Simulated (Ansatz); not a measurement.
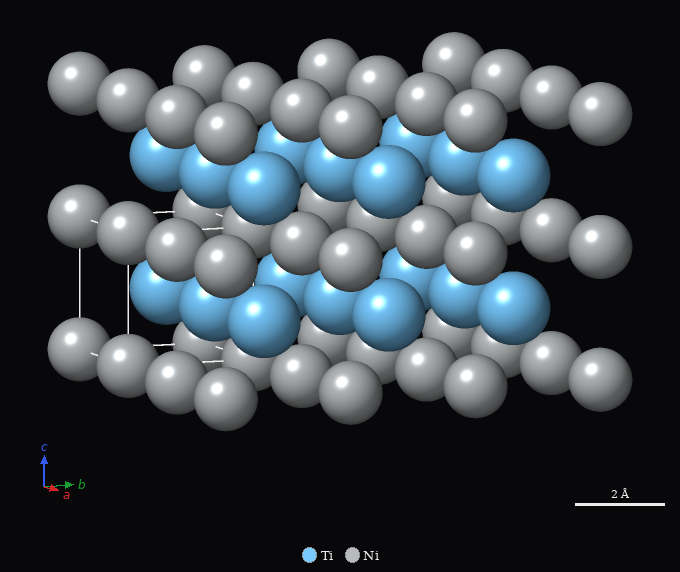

**Figure 1.** The input geometry (spheres-only view of the cell of the calculation, repeated 3 × 3 × 2, seen slightly off an axis). An atom can appear more than once, as a periodic image.

# TiNi: single-point calculation

System: TiNi (Pm-3m, 2 atoms in the cell).
Method: DFT r2SCAN, scalar-relativistic, plane waves, PAW, spin-polarised (Ansatz 0.2.0).

The structure derives from an entry of the Crystallography Open Database.

The program's output
```
Engine: ansatz 0.2.0, aarch64-unknown-linux-gnu
Pseudopotentials: kind: paw
Pseudopotential: Ti, paw, valence charge 12, recommended cutoff 500 eV (meta_gga), Ti.paw.azcp
Pseudopotential: Ni, paw, valence charge 18, recommended cutoff 500 eV (meta_gga), Ni.paw.azcp
Functional definition: r2SCAN
  parameter k0 = 0.174
  parameter k1 = 0.065
  parameter a1 = 4.9479
  exchange = r2scan_x(k0 = k0, k1 = k1, a1 = a1)
  correlation = r2scan_c
Crystal: 2 atoms, lattice volume = 27.407 Å³
Basis set: ecut = 500 eV, 739 PW (Γ), exchange–correlation on 96×96×96 points (64 copies of the dense FFT grid, shifted against one another)
Bands: 20, of which v1, the nominal top of the filled ones, is band 15 counted from 1 (14 counted from 0)
Symmetry: 48 space group operations
Space group: Pm-3m (ITA 221), of the structure as read, at distance tolerance 3.0e-5 Å
Magnetic group: BNS 221.92 (UNI 1594), of the structure as read, at distance tolerance 3.0e-5 Å
k-points: 165 of 4096
Non-local potential: Ti, projectors of the file, l = 0: 3, l = 1: 2, l = 2: 3, l = 3: 1
Non-local potential: Ni, projectors of the file, l = 0: 3, l = 1: 2, l = 2: 3, l = 3: 1
PAW form: soft (Blöchl's): semilocal exchange-correlation on the pseudo side does not see the compensation charge
PAW frozen core: Ti, regenerated for the run's functional (the file was generated under x = pbe(κ = 0.804, μ = 0.2195149727645171), c = pbe(β = 0.06672455060314922))
PAW frozen core: Ni, regenerated for the run's functional (the file was generated under x = pbe(κ = 0.804, μ = 0.2195149727645171), c = pbe(β = 0.06672455060314922))
PAW one-centre angular grid: Ti, 590 points (default); XC on 160 Gauss nodes
PAW one-centre angular grid: Ni, 590 points (default); XC on 160 Gauss nodes
Initial density: superposition of atomic densities (chi_scale 0.1, normalization cell)
Starting moments: Σ|m| = 0.91 μB on 2 of 2 sites
Initial wavefunctions: pseudopotential atomic-orbital guess
Functional: x = r2scan, c = r2scan; τ floored in thin density (d = 2e-4 eV/Å³)
SCF iter   1: F=—  HF=-8349.705194 eV  |F-HF|=—  |Δ(HF+E_count)|=         —  Δρ=4.60e-2 (↑4.60e-2 ↓2.82e-2)  dr2=1.81e0  dr2_τ=1.60e-2  dr2_m=4.56e-2  M=0.627 μB ∫|m|=0.628 μB  β_m=0.96  ethr=3.10e-3  ⟨swp⟩=3.6  Hψ=24464  notcnv=0
Mixer restart at iter 1: flushing history
preconditioner: auto → none  [metal: Δε(μ)=0.005 eV  Ē_g=5.406 eV  σ=0.150 eV  W_gap=0.02  n_scr=6 (ndim 8)  ℏωp=26.5 eV  f_vac=0.000  D(μ)=2.20/eV (n_scr^D=26)  sad-step TF]
SCF iter   2: F=—  HF=-8349.681545 eV  |F-HF|=—  |Δ(HF+E_count)|=   2.36e-2  Δρ=2.84e-2 (↑2.76e-2 ↓2.84e-2)  dr2=1.26e0  dr2_τ=1.76e-3  dr2_m=7.21e-4  M=0.594 μB ∫|m|=0.600 μB  β_m=1.00  ethr=3.10e-3  ⟨swp⟩=2.0  Hψ=10671  notcnv=0  defer=65  κ⁻¹=1.0e0(r=1)
SCF iter   3: F=—  HF=-8350.064228 eV  |F-HF|=—  |Δ(HF+E_count)|=   3.83e-1  Δρ=1.97e-2 (↑1.62e-2 ↓1.97e-2)  dr2=2.01e-1  dr2_τ=3.73e-3  dr2_m=2.30e-3  M=0.636 μB ∫|m|=0.646 μB  β_m=0.95  ethr=3.10e-3  ⟨swp⟩=3.1  Hψ=12195  notcnv=0  defer=65  κ⁻¹=1.9e-1(r=2)
SCF iter   4: F=—  HF=-8350.123817 eV  |F-HF|=—  |Δ(HF+E_count)|=         —  Δρ=1.55e-2 (↑5.89e-3 ↓1.55e-2)  dr2=5.40e-2  dr2_τ=5.27e-4  dr2_m=1.91e-2  M=0.473 μB ∫|m|=0.488 μB  β_m=1.00  ethr=6.71e-4  ⟨swp⟩=2.4  Hψ=12294  notcnv=0  defer=39
Mixer restart at iter 4: flushing history
SCF iter   5: F=—  HF=-8350.216845 eV  |F-HF|=—  |Δ(HF+E_count)|=   9.30e-2  Δρ=5.40e-3 (↑5.40e-3 ↓4.56e-3)  dr2=7.41e-3  dr2_τ=3.89e-4  dr2_m=2.18e-3  M=0.417 μB ∫|m|=0.432 μB  β_m=1.00  ethr=1.80e-4  ⟨swp⟩=2.0  Hψ=11912  notcnv=0  defer=39  κ⁻¹=1.0e0(r=1)
SCF iter   6: F=—  HF=-8350.253792 eV  |F-HF|=—  |Δ(HF+E_count)|=   3.69e-2  Δρ=8.27e-3 (↑2.61e-3 ↓8.27e-3)  dr2=1.92e-2  dr2_τ=1.29e-4  dr2_m=3.63e-3  M=0.354 μB ∫|m|=0.368 μB  β_m=1.00  ethr=2.47e-5  ⟨swp⟩=2.8  Hψ=14792  notcnv=0  defer=23  κ⁻¹=4.1e-2(r=2)
SCF iter   7: F=—  HF=-8350.307029 eV  |F-HF|=—  |Δ(HF+E_count)|=   5.32e-2  Δρ=4.11e-3 (↑1.17e-3 ↓4.11e-3)  dr2=3.31e-3  dr2_τ=3.14e-5  dr2_m=1.18e-3  M=0.263 μB ∫|m|=0.277 μB  β_m=1.00  ethr=2.47e-5  ⟨swp⟩=2.1  Hψ=12745  notcnv=0  defer=23  κ⁻¹=4.4e-3(r=3)
SCF iter   8: F=—  HF=-8350.323031 eV  |F-HF|=—  |Δ(HF+E_count)|=   1.60e-2  Δρ=3.13e-3 (↑1.13e-3 ↓3.13e-3)  dr2=1.50e-3  dr2_τ=1.66e-5  dr2_m=8.51e-4  M=0.207 μB ∫|m|=0.220 μB  β_m=1.00  ethr=1.10e-5  ⟨swp⟩=2.1  Hψ=9804  notcnv=0  defer=22  κ⁻¹=3.5e-4(r=4)
SCF iter   9: F=—  HF=-8350.335797 eV  |F-HF|=—  |Δ(HF+E_count)|=   1.28e-2  Δρ=1.26e-3 (↑9.42e-4 ↓1.26e-3)  dr2=8.35e-5  dr2_τ=4.85e-6  dr2_m=2.78e-4  M=0.103 μB ∫|m|=0.111 μB  β_m=1.00  ethr=5.01e-6  ⟨swp⟩=2.0  Hψ=11900  notcnv=0  defer=22  κ⁻¹=3.3e-5(r=5)
SCF iter  10: F=—  HF=-8350.338296 eV  |F-HF|=—  |Δ(HF+E_count)|=   2.50e-3  Δρ=5.18e-4 (↑5.18e-4 ↓3.35e-4)  dr2=6.06e-5  dr2_τ=1.38e-6  dr2_m=2.64e-5  M=0.047 μB ∫|m|=0.052 μB  β_m=1.00  ethr=2.78e-7  ⟨swp⟩=2.4  Hψ=12821  notcnv=0  defer=22  κ⁻¹=2.1e-5(r=6)
SCF iter  11: F=—  HF=-8350.339778 eV  |F-HF|=—  |Δ(HF+E_count)|=   1.48e-3  Δρ=5.46e-4 (↑5.46e-4 ↓4.07e-4)  dr2=8.80e-6  dr2_τ=4.18e-7  dr2_m=5.59e-5  M=0.023 μB ∫|m|=0.026 μB  β_m=1.00  ethr=2.02e-7  ⟨swp⟩=2.0  Hψ=11665  notcnv=0  defer=22  κ⁻¹=3.9e-6(r=7)
SCF iter  12: F=—  HF=-8350.339937 eV  |F-HF|=—  |Δ(HF+E_count)|=   1.59e-4  Δρ=1.95e-4 (↑1.95e-4 ↓7.15e-5)  dr2=9.11e-6  dr2_τ=4.76e-8  dr2_m=3.16e-6  M=0.011 μB ∫|m|=0.014 μB  β_m=1.00  ethr=2.93e-8  ⟨swp⟩=2.2  Hψ=11852  notcnv=0  defer=22  κ⁻¹=2.9e-6(r=8)
SCF iter  13: F=—  HF=-8350.340127 eV  |F-HF|=—  |Δ(HF+E_count)|=   1.90e-4  Δρ=7.55e-5 (↑7.55e-5 ↓7.00e-5)  dr2=5.87e-6  dr2_τ=2.94e-8  dr2_m=1.18e-7  M=0.002 μB ∫|m|=0.006 μB  β_m=1.00  ethr=2.93e-8  ⟨swp⟩=2.1  Hψ=11692  notcnv=0  defer=22  κ⁻¹=1.8e-6(r=8)
SCF iter  14: F=—  HF=-8350.340169 eV  |F-HF|=—  |Δ(HF+E_count)|=   4.15e-5  Δρ=5.13e-5 (↑5.13e-5 ↓3.30e-5)  dr2=8.08e-8  dr2_τ=2.07e-9  dr2_m=4.42e-7  M=0.005 μB ∫|m|=0.005 μB  β_m=1.00  ethr=1.96e-8  ⟨swp⟩=2.1  Hψ=11851  notcnv=0  defer=6  κ⁻¹=2.0e-6(r=8)
SCF iter  15: F=—  HF=-8350.340188 eV  |F-HF|=—  |Δ(HF+E_count)|=   1.95e-5  Δρ=4.37e-5 (↑4.37e-5 ↓1.66e-5)  dr2=1.82e-7  dr2_τ=1.40e-9  dr2_m=2.25e-7  M=0.003 μB ∫|m|=0.004 μB  β_m=1.00  ethr=2.69e-10  ⟨swp⟩=3.0  Hψ=15876  notcnv=0  defer=4  κ⁻¹=2.9e-6(r=8)
SCF iter  16: F=—  HF=-8350.340202 eV  |F-HF|=—  |Δ(HF+E_count)|=   1.38e-5  Δρ=2.43e-5 (↑1.27e-5 ↓2.43e-5)  dr2=2.25e-7  dr2_τ=1.25e-9  dr2_m=2.97e-8  M=0.001 μB ∫|m|=0.001 μB  β_m=1.00  ethr=2.69e-10  ⟨swp⟩=3.0  Hψ=16482  notcnv=0  defer=4  κ⁻¹=1.4e-6(r=8)
SCF iter  17: F=—  HF=-8350.340202 eV  |F-HF|=—  |Δ(HF+E_count)|=   1.75e-7  Δρ=9.64e-6 (↑9.64e-6 ↓5.07e-6)  dr2=5.61e-9  dr2_τ=9.89e-11  dr2_m=1.24e-8  M=0.002 μB ∫|m|=0.002 μB  β_m=1.00  ethr=2.69e-10  ⟨swp⟩=2.0  Hψ=10860  notcnv=0  defer=3  κ⁻¹=8.5e-7(r=8)
SCF iter  18: F=—  HF=-8350.340203 eV  |F-HF|=—  |Δ(HF+E_count)|=   5.63e-7  Δρ=3.53e-6 (↑2.24e-6 ↓3.53e-6)  dr2=1.05e-9  dr2_τ=9.08e-11  dr2_m=1.52e-9  M=0.001 μB ∫|m|=0.001 μB  β_m=1.00  ethr=1.87e-11  ⟨swp⟩=3.0  Hψ=16050  notcnv=0  defer=3  κ⁻¹=1.8e-6(r=8)
SCF iter  19: F=—  HF=-8350.340203 eV  |F-HF|=—  |Δ(HF+E_count)|=   4.29e-8  Δρ=3.55e-6 (↑2.81e-6 ↓3.55e-6)  dr2=2.74e-9  dr2_τ=8.17e-11  dr2_m=1.55e-9  M=0.001 μB ∫|m|=0.001 μB  β_m=1.00  ethr=3.49e-12  ⟨swp⟩=2.0  Hψ=11750  notcnv=0  defer=3  κ⁻¹=3.8e-7(r=8)
SCF iter  20: F=—  HF=-8350.340203 eV  |F-HF|=—  |Δ(HF+E_count)|=   4.72e-8  Δρ=2.06e-6 (↑2.06e-6 ↓1.79e-6)  dr2=4.79e-10  dr2_τ=2.16e-11  dr2_m=4.36e-10  M=0.000 μB ∫|m|=0.000 μB  β_m=1.00  ethr=3.49e-12  ⟨swp⟩=2.9  Hψ=12472  notcnv=0  defer=3  κ⁻¹=2.4e-6(r=8)
SCF iter  21: F=—  HF=-8350.340203 eV  |F-HF|=—  |Δ(HF+E_count)|=   1.29e-9  Δρ=3.01e-6 (↑3.01e-6 ↓9.86e-7)  dr2=1.10e-9  dr2_τ=4.96e-12  dr2_m=8.73e-10  M=-0.000 μB ∫|m|=0.000 μB  β_m=1.00  ethr=1.60e-12  ⟨swp⟩=3.0  Hψ=16652  notcnv=0  defer=3  κ⁻¹=4.8e-6(r=8)
SCF iter  22: F=—  HF=-8350.340203 eV  |F-HF|=—  |Δ(HF+E_count)|=   3.58e-8  Δρ=2.79e-7 (↑1.28e-7 ↓2.79e-7)  dr2=1.35e-11  dr2_τ=4.88e-13  dr2_m=5.18e-12  M=0.000 μB ∫|m|=0.000 μB  β_m=1.00  ethr=1.60e-12  ⟨swp⟩=3.0  Hψ=16270  notcnv=0  defer=3  κ⁻¹=1.1e-5(r=8)
SCF iter  23: F=-8350.340203 eV  HF=-8350.340203 eV  |F-HF|=5.88e-10  |Δ(HF+E_count)|=  4.13e-10  Δρ=1.01e-6 (↑1.01e-6 ↓9.75e-7)  dr2=8.44e-10  dr2_τ=3.17e-12  dr2_m=2.90e-11  M=0.000 μB ∫|m|=0.000 μB  ethr=1.00e-12  ⟨swp⟩=4.9  Hψ=32003  notcnv=0
SCF 1 converged in 23 iterations: F = -8350.340203 eV  dr2 = 8.44e-10
  greatest PAW one-centre occupation: 1.001 electrons in one spin orbital (limit 2), on the Ni atom at site 1 (counted from 0), in its partial waves of l = 1
```

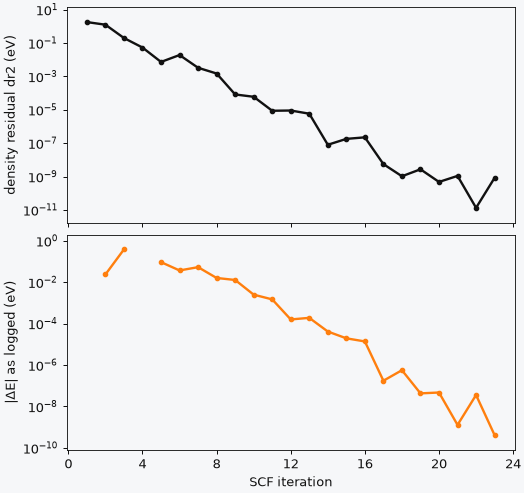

**Figure 2.** Convergence of the self-consistent field: density residual dr2 and size of the energy change against the SCF iteration. The residual falls unevenly and jumps up by a factor of two or more 5 times on the way down.

```
WARN: the starting moments were not kept: the SCF closed with an absolute magnetisation of 9.5e-6 μB, where they sum to 0.91 μB in size (2 sites). That is at most 0.1 of that sum. Measured as dr2_m measures the in/out step, that magnetisation stands 1.1e-10 eV from none, at or under the dr2_threshold of 1.0e-7 eV: it is no larger than a step whose dr2_m would equal this threshold. The system may hold no moment; this SCF shows only that its start led to no more than that. To try another start: raise the starting moments (crystal.atoms[].spin, magnetization.per_species, magnetization.initial_magnetization, or on a non-collinear deck that types none of these the spinor_matrix: blocks that start its atoms; where the total moment is fixed, keep their sum and leave initial_magnetization as it is; typed ones take the place of any that the run laid by itself, positive ones on a crystal's lanthanoids without a Hubbard term where scf.initial_density.shell_occupations: [] is typed) or, if the notice of its spin-set hold's release reads "site moments contracting" or "site moments show no strong build", lengthen the hold (scf.mixing.spin_hold: { on: { confirm: 4 } }; for m-r²SCAN on two components see the key's manual first). Each may lead to a state that holds a moment. A second SCF, from the converged charge density, with the starting moments and any scf.initial_density.shell_occupations laid on it anew, would have followed, and was not run: the deck does not ask for one (magnetization.retry_lost_moments is false, the default). To let it run, set magnetization.retry_lost_moments: true and run the deck again, where that key's refused combinations let it; where memory then withholds it, that run's warning says so.
this state was not tested for a lower state beside it, because the mixer in use, unlike msr1, does not test its closes by its own steps (another_mixer; see scf.mixing.algorithm and scf.lower_state_search)
SCF converged after 23 iterations
Magnetization: 0.0000 μB (15.0000 up, 15.0000 down)
Absolute magnetization: 0.0000 μB (∫|ρ↑−ρ↓|, with the PAW one-centre terms)
Spin contamination: 0.0000 ħ² per cell (⟨S²⟩ above its minimum at these occupations)
Per-site moments (μB) at R_I (Å): [(-1.1623834671166912e-6, 1.077064969369159), (6.153102919420269e-6, 1.077064969369159)]
Free energy (F): -8350.340203 eV
Harris-Foulkes:  -8350.340203 eV  (|F-HF|=5.88e-10)
Internal energy: -8350.314254 eV  (E = F + TS)
E sigma→0 (E₀):  -8350.327228 eV
Entropy (-TS):   -0.025949 eV (-12.975 meV/atom)
Fermi energy:    15.915378 eV
--- Per-component energies (eV) ---
  E_band       = -498.341958
  E_kinetic    = 554.869121
  E_local      = -4632.257917  (includes V_loc(G=0)·N_el)
  E_nonlocal   = 644.731157
  E_hartree    = 1952.805995
  E_xc         = -172.168529
  E_vxc        = -250.877848  (∫ρ·V_xc dr)
  E_paw        = -2699.531100  (= ΣΔE_a)
  E_vpaw       = -738.551550  (= ΣTr[D̂ρ^β])
  E_aug_tail   = 0.000311  (compensation charges beyond the density's cutoff)
  E_vtau       = 18.134752  (kinetic-family band-sum trace: ∫τ·v_τ [+ j·A + Jᵃ·Aᵃ] dr)
  E_ewald      = -3998.209765
  E_core_change = -0.553526  (= ΣΔE_core)
  E_smearing   = -0.025949  (= −TS)
  E_closure    = 0.000000  (closes the sum)
  Σ components = -8350.340203   (vs F -8350.340203, Δ=0.00e0)
--- Forces (eV/Å), atoms counted from 1 ---
  atom   1  Ti     0.00000000    -0.00000000     0.00000000
  atom   2  Ni     0.00000000    -0.00000000    -0.00000000
  max |Σ_I F_I| component: 3.06e-29 eV/Å
--- Stress (GPa, compression-positive) ---
       -4.378716      -0.000000       0.000000
        0.000000      -4.378716       0.000000
        0.000000       0.000000      -4.378716
  P = ⅓ Tr σ = -4.3787 GPa (-43.787 kbar)
--- Band table (eV; the first three rows and the last of 330) ---
  k-point 0 ↑: bands = ["-91.2307", "-50.1354", "-50.1354", "-50.1354", "-43.7792", "-18.8198", "-18.8198", "-18.8198", "7.6837", "11.9810", "11.9810", "13.9017", "13.9017", "13.9017", "16.4260", "16.4260", "18.5174", "18.5174", "18.5174", "24.7440"]
  k-point 1 ↑: bands = ["-91.2307", "-50.1360", "-50.1354", "-50.1354", "-43.7780", "-18.8306", "-18.8190", "-18.8190", "7.7622", "12.0110", "12.0127", "13.8957", "13.8957", "13.9123", "16.3944", "16.4376", "18.4138", "18.4138", "18.5051", "24.3298"]
  k-point 2 ↑: bands = ["-91.2306", "-50.1376", "-50.1352", "-50.1352", "-43.7747", "-18.8612", "-18.8167", "-18.8167", "7.9947", "12.0944", "12.1060", "13.8790", "13.8790", "13.9426", "16.3009", "16.4622", "18.1406", "18.1406", "18.4698", "23.3545"]
  k-point 164 ↓: bands = ["-91.2285", "-50.1465", "-50.1465", "-50.1465", "-43.6975", "-19.0258", "-19.0258", "-19.0258", "13.0093", "13.0093", "13.0093", "13.6657", "13.6657", "13.6657", "14.6540", "14.6540", "19.1143", "19.1143", "22.2649", "23.9815"]
--- Löwdin populations: 2 sites ---
  site symbol       q [e]    m [muB]
     0     Ti     11.7938    -0.0000
     1     Ni     17.8049     0.0000
  spilling = 0.013377 (of n_electrons = 30.000000)
```

File populations.tsv
```
# site	symbol	l	j	q_up	q_dn
# orbitals = lowdin
# n_electrons = 30.000000
# spilling = 0.013377
0	Ti	0_3S	-	0.969449	0.969449
0	Ti	0_4S	-	0.479657	0.479657
0	Ti	1_3P	-	2.996900	2.996900
0	Ti	2_3D	-	1.450888	1.450890
1	Ni	0_3S	-	0.995861	0.995861
1	Ni	0_4S	-	0.484392	0.484392
1	Ni	1_3P	-	2.997686	2.997686
1	Ni	2_3D	-	4.424521	4.424515
```

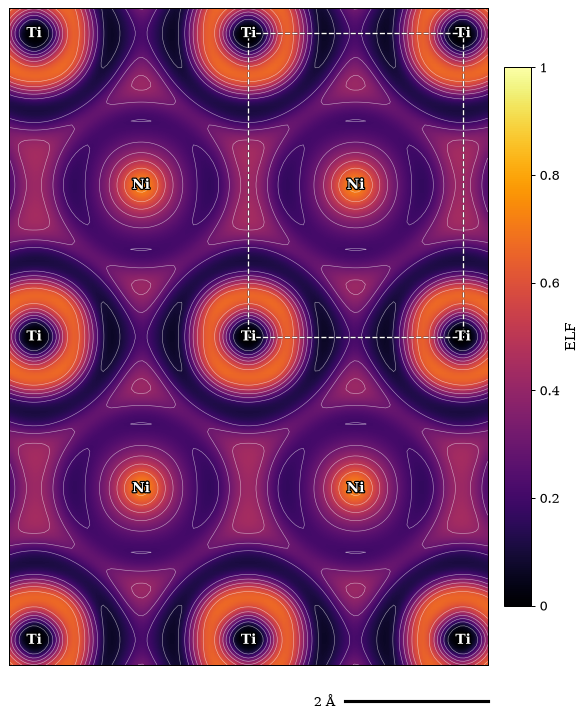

**Figure 3.** ELF on the (011) plane of the conventional cell. The section cuts through Ti and Ni sites. Ti–Ni (2.61 Å): the ELF is about 0.25 at the midpoint (no localised pair between them). The strong features right at Ti and Ni lie inside the PAW spheres (semicore, d or f shells) and say nothing about bonding. Core electrons are frozen (PAW), so the fields are smoothed inside the atomic spheres.

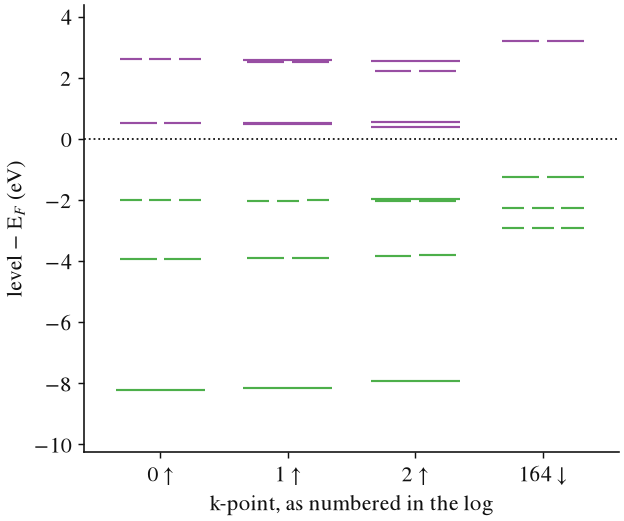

**Figure 4.** Kohn–Sham levels near the Fermi level (dotted) at the few k-points that the log prints; levels within 0.02 eV of each other stand side by side. The system is metallic on the full mesh.

The run was set up as follows.

Input file
```yaml
crystal:
  lattice:
    - [3.015, 0.0, 0.0]
    - [0.0, 3.015, 0.0]
    - [0.0, 0.0, 3.015]
  atoms:
    - { symbol: Ti, position: [0.5, 0.5, 0.5], spin: 0.51 }
    - { symbol: Ni, position: [0.0, 0.0, 0.0], spin: 0.4 }
basis:
  ecutwfc: 500
kpoints:
  mp_grid: { grid: [16, 16, 16] }
hamiltonian:
  xc: r2scan
scf:
  occupations: { method: gaussian, width: 0.15 }
output:
  forces: true
  stress: true
  eigenvalues: true
  populations: true
  write_density: true
  write_potential: true
  elf: true
  volumetric_format: npy
magnetization:
  spin_polarized: true
```

Command:
```bash
ansatz run input.yaml --threads 1 --pin off --max-ram 2560MiB --backend cpu --events-out ev --progress --plain --runs-dir out
```

Results in brief

| quantity | value |
| --- | --- |
| outcome | converged |
| space group (tolerance 0.01 Å) | Pm-3m (221) |
| electrons treated | 30 |
| free energy | −8350.3402 eV |
| Fermi energy | 15.915 eV |
| gap on the k-point mesh | none (metallic) |
| net moment of the cell | 0.00 μB |
| integrated absolute moment | 0.00 μB |
| pressure | −4.38 GPa |
| largest force (length of the vector) | under 0.001 eV/Å |
| hardware | 1 thread of Arm Neoverse V1, 24 GiB of memory available, shared host |
| wall time | 71 s |
| peak memory | 0.53 GiB |

Notes

The electronic state found may not be the lowest one. Warnings of the run: some starting moments were not kept; the state was not tested for a lower one.
